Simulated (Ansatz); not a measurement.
## Geometry relaxation of C (part 5 of 5)

C (slab, 13 atoms in the cell); DFT PBEsol, scalar-relativistic, plane waves, PAW, spin-polarised (Ansatz 0.2.0); cutoff 420 eV, 11×8×1 k-mesh, Gaussian smearing of 0.05 eV, collinear spins. The structure derives from an entry of the Crystallography Open Database. The input holds or restrains some coordinates. Forces given for the steps count only the free coordinates. It belongs to a series of runs on one base structure; here: C put at a hollow C-C-C site.

Geometry of the input (Å; fractional positions):
```
2.5129  0.0000  0.0000
0.0000  3.5538  0.0000
0.0000  0.0000  25.2823
C  0.5000  0.0000  0.3362
C  0.0000  0.2500  0.3362
C  0.0000  0.5000  0.3859
C  0.5000  0.7500  0.3859
C  0.5000  0.0000  0.4356
C  0.0000  0.2500  0.4356
C  0.0000  0.5012  0.4851
C  0.5000  0.7488  0.4851
C  0.5000  0.0098  0.5361
C  0.0000  0.2402  0.5361
C  0.0000  0.5296  0.5778
C  0.5000  0.7204  0.5778
C  0.5000  0.2599  0.5849
```

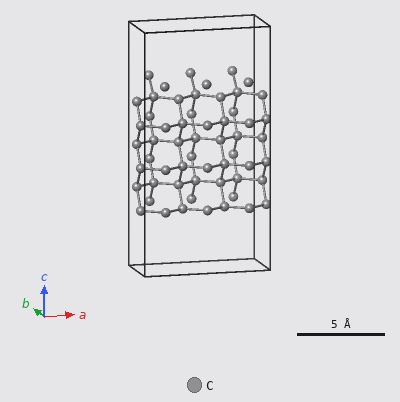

Fig. 1: The geometry at step 11 of the log (ball-and-stick view of the 3 × 1 repeat of the cell, with the vacuum cut short, seen slightly off an axis).

Trajectory as extended XYZ, continued
```
13
Lattice="2.5129 0.0000 0.0000 0.0000 3.5538 0.0000 0.0000 0.0000 25.2823" Properties=species:S:1:pos:R:3:forces:R:3 step=8 energy=-3196.59688
C     1.2565    0.0000    8.5000    0.0000   4.0298   1.0553
C     0.0000    0.8885    8.5000    0.0000  -4.0341   1.0487
C     0.0000    1.7769    9.7565    0.0000   0.9846  -0.9766
C     1.2565    2.6654    9.7565    0.0000  -0.9470  -0.9924
C     1.2565    0.0000   11.0129    0.0000   0.1575   0.2250
C     0.0000    0.8885   11.0129    0.0000  -0.5464   0.4097
C     0.0000    1.7638   12.2873    0.0000   0.3578   0.3310
C     1.2565    2.6541   12.2858    0.0000   0.1806   0.1028
C     1.2565   -0.0125   13.5550    0.0000  -0.3169  -0.0645
C     0.0000    0.8883   13.5946    0.0000  -0.7768  -0.9633
C     0.0000    1.6825   14.8884    0.0000   0.9797  -0.6126
C     1.2565    2.6304   14.8888    0.0000   0.3325   0.5509
C     1.2565    0.2592   15.9069    0.0000  -0.4023  -0.1122
13
Lattice="2.5129 0.0000 0.0000 0.0000 3.5538 0.0000 0.0000 0.0000 25.2823" Properties=species:S:1:pos:R:3:forces:R:3 step=9 energy=-3196.58710 accepted=F
C     1.2565    0.0000    8.5000    0.0000   4.0354   1.0485
C     0.0000    0.8885    8.5000    0.0000  -4.0363   1.0420
C     0.0000    1.7769    9.7565    0.0000   0.9155  -1.0839
C     1.2565    2.6654    9.7565    0.0000  -0.9162  -1.0556
C     1.2565    0.0000   11.0129    0.0000   0.3964  -0.1364
C     0.0000    0.8885   11.0129    0.0000  -0.3510  -0.1272
C     0.0000    1.7813   12.2598    0.0000  -0.0760  -0.0987
C     1.2565    2.6643   12.2648    0.0000  -0.0495  -0.1978
C     1.2565   -0.0072   13.5059    0.0000   1.1889  -0.3669
C     0.0000    0.8977   13.5231    0.0000  -0.2119  -0.1802
C     0.0000    1.8005   14.7303    0.0000  -0.3384   0.3811
C     1.2565    2.6957   14.7797    0.0000  -1.0250   1.0134
C     1.2565    0.1331   15.9295    0.0000   0.4690  -0.2400
13
Lattice="2.5129 0.0000 0.0000 0.0000 3.5538 0.0000 0.0000 0.0000 25.2823" Properties=species:S:1:pos:R:3:forces:R:3 step=10 energy=-3196.68177
C     1.2565    0.0000    8.5000    0.0000   4.0343   1.0530
C     0.0000    0.8885    8.5000    0.0000  -4.0338   1.0421
C     0.0000    1.7769    9.7565    0.0000   0.9309  -1.0414
C     1.2565    2.6654    9.7565    0.0000  -0.9336  -1.0335
C     1.2565    0.0000   11.0129    0.0000   0.3652   0.0056
C     0.0000    0.8885   11.0129    0.0000  -0.3432   0.0903
C     0.0000    1.7803   12.2717    0.0000  -0.1639   0.0557
C     1.2565    2.6626   12.2720    0.0000   0.0108   0.0896
C     1.2565   -0.0036   13.5250    0.0000   0.0357  -0.0246
C     0.0000    0.8858   13.5455    0.0000   0.1792  -0.2595
C     0.0000    1.7433   14.8107    0.0000   0.1735  -0.0012
C     1.2565    2.6646   14.8592    0.0000  -0.0349   0.0164
C     1.2565    0.2638   15.8855    0.0000  -0.2200   0.0073
13
Lattice="2.5129 0.0000 0.0000 0.0000 3.5538 0.0000 0.0000 0.0000 25.2823" Properties=species:S:1:pos:R:3:forces:R:3 step=11 energy=-3196.68833
C     1.2565    0.0000    8.5000    0.0000   4.0343   1.0525
C     0.0000    0.8885    8.5000    0.0000  -4.0339   1.0418
C     0.0000    1.7769    9.7565    0.0000   0.9293  -1.0474
C     1.2565    2.6654    9.7565    0.0000  -0.9307  -1.0345
C     1.2565    0.0000   11.0129    0.0000   0.3554  -0.0160
C     0.0000    0.8885   11.0129    0.0000  -0.3549   0.0345
C     0.0000    1.7787   12.2694    0.0000   0.0012  -0.0071
C     1.2565    2.6634   12.2719    0.0000  -0.0193   0.0011
C     1.2565   -0.0005   13.5211    0.0000   0.0317  -0.0714
C     0.0000    0.8901   13.5367    0.0000  -0.0363  -0.0195
C     0.0000    1.7502   14.7945    0.0000   0.0495   0.0397
C     1.2565    2.6582   14.8485    0.0000   0.0232   0.1016
C     1.2565    0.2247   15.8985    0.0000  -0.0495  -0.0754
13
Lattice="2.5129 0.0000 0.0000 0.0000 3.5538 0.0000 0.0000 0.0000 25.2823" Properties=species:S:1:pos:R:3:forces:R:3 step=12 energy=-3196.68874
C     1.2565    0.0000    8.5000    0.0000   4.0344   1.0523
C     0.0000    0.8885    8.5000    0.0000  -4.0338   1.0417
C     0.0000    1.7769    9.7565    0.0000   0.9282  -1.0496
C     1.2565    2.6654    9.7565    0.0000  -0.9289  -1.0368
C     1.2565    0.0000   11.0129    0.0000   0.3554  -0.0310
C     0.0000    0.8885   11.0129    0.0000  -0.3560   0.0261
C     0.0000    1.7789   12.2688    0.0000   0.0052   0.0031
C     1.2565    2.6631   12.2713    0.0000   0.0019  -0.0022
C     1.2565    0.0013   13.5186    0.0000  -0.0084  -0.0029
C     0.0000    0.8905   13.5360    0.0000   0.0154  -0.0324
C     0.0000    1.7523   14.7949    0.0000  -0.0048   0.0093
C     1.2565    2.6596   14.8496    0.0000   0.0088   0.0252
C     1.2565    0.2267   15.8934    0.0000  -0.0171  -0.0029
13
Lattice="2.5129 0.0000 0.0000 0.0000 3.5538 0.0000 0.0000 0.0000 25.2823" Properties=species:S:1:pos:R:3:forces:R:3 step=13 energy=-3196.68879
C     1.2565    0.0000    8.5000    0.0000   4.0344   1.0523
C     0.0000    0.8885    8.5000    0.0000  -4.0338   1.0416
C     0.0000    1.7769    9.7565    0.0000   0.9278  -1.0498
C     1.2565    2.6654    9.7565    0.0000  -0.9291  -1.0368
C     1.2565    0.0000   11.0129    0.0000   0.3566  -0.0306
C     0.0000    0.8885   11.0129    0.0000  -0.3554   0.0240
C     0.0000    1.7790   12.2688    0.0000  -0.0014  -0.0017
C     1.2565    2.6631   12.2713    0.0000  -0.0048   0.0004
C     1.2565    0.0007   13.5187    0.0000  -0.0009  -0.0078
C     0.0000    0.8902   13.5354    0.0000   0.0043   0.0030
C     0.0000    1.7510   14.7952    0.0000   0.0025   0.0013
C     1.2565    2.6584   14.8504    0.0000  -0.0009   0.0053
C     1.2565    0.2235   15.8943    0.0000   0.0006  -0.0013
```

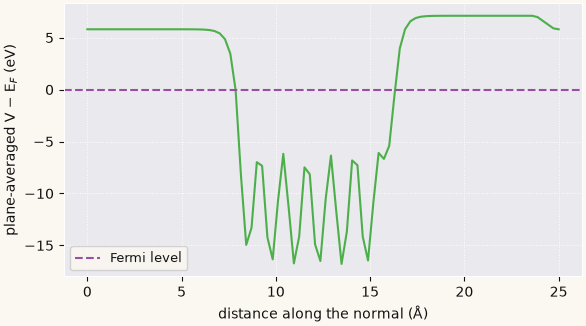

Fig. 2: Plane average of the electrostatic potential energy of an electron across the cell, from the Fermi level. The vacuum level lies 7.11 eV above the Fermi level on the upper side and 5.81 eV on the lower.

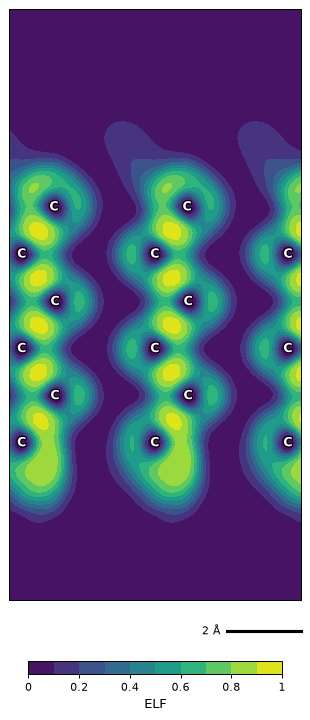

Fig. 3: ELF on the (100) plane of the calculation cell, a cut from vacuum to vacuum. Atoms in the plane: C. C–C (1.53 Å): the ELF peaks at about 0.95 between the atoms, which marks a covalent bond. Core electrons are frozen (PAW), so the fields are smoothed inside the atomic spheres.

Summary

| quantity | value |
| --- | --- |
| outcome | converged under the restraints of the input |
| electrons treated | 52 |
| free energy | −3196.6888 eV |
| work function, top face | 7.11 eV |
| work function, bottom face | 5.81 eV |
| Fermi energy | 0.149 eV |
| gap on the k-point mesh | 0.22 eV |
| net moment of the cell | 0.00 μB |
| integrated absolute moment | 1.28 μB |
| final volume | 225.78 Å³ |
| work function (upper face) | 7.11 eV |
| largest force (length of the vector) at the end, held atoms and coordinates included | 4.169 eV/Å |
| hardware | 1 thread of Arm Neoverse V2, 24 GiB of memory available, shared host |
| wall time | 28 min |
| peak memory | 1.2 GiB |

Notes

The electronic state found may not be the lowest one. Notes on the run: the exchange-correlation potential is rough where the density is thin.
